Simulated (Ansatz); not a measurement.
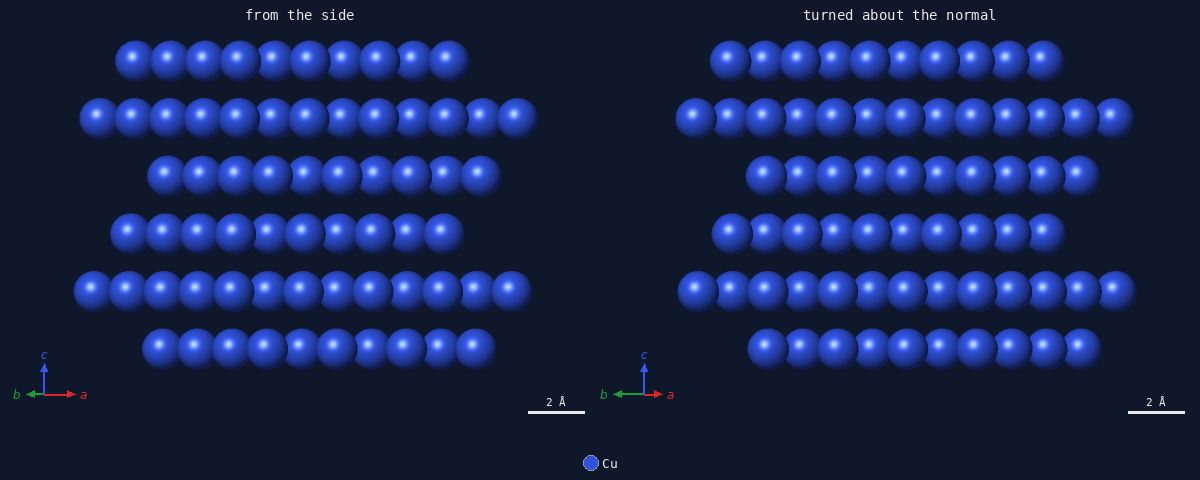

A spheres-only picture of a periodic slab, seen from the side and turned about the normal. The surface normal points up in side views; the vacuum is left out. 4×4 cells are drawn in the plane, with atoms at the edges repeated.

The cell holds 6 Cu.

Question: What is the thickness of the slab?

Answer: About 10 Å from the lowest to the highest atom.

Question: Go down through the slab and list the planes.

Answer: Six planes: Cu / Cu / Cu / Cu / Cu / Cu.

Origin of the cell: a structure listed in the Materials Project. The cell was then strained or its atoms displaced on purpose. An electronic-structure calculation with Ansatz was run on it.
